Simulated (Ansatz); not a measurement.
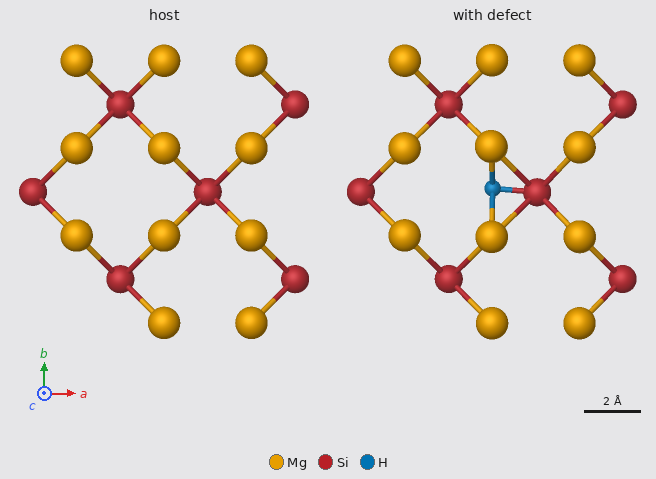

Left: perfect Mg₂Si. Right: the same region with one point defect, after relaxing the atoms in a supercell of 96 sites. The picture is a ball-and-stick view of the atoms within 6.0 Å of one point, in a slice 5.0 Å thick across the line of sight, seen along the c axis.

Theory: DFT, PBEsol, PAW, plane waves in Ansatz. (plane-wave cutoff 420 eV; k-point mesh 1 × 1 × 1; mesh shifted by (0.25, 0.25, 0.25); collinear spin) Fermi-Dirac smearing of 0.01 eV. The axes drawn are those of the host's conventional cell.

Question: Which defect is it?

Answer: An extra hydrogen atom is put between the host's atoms (an interstitial).

The charge state of the cell is 0.

Question: How does the lattice respond?

Answer: The H atom starts with 1 Mg at 1.37 Å, 1 Si at 1.37 Å around its place and ends with 1 Si at 1.62 Å. Of the host's atoms, a magnesium atom moves furthest from its site, by 0.11 Å. The H atom itself moves 1.24 Å from where it was put. The cell's net moment is 0.99 μB.
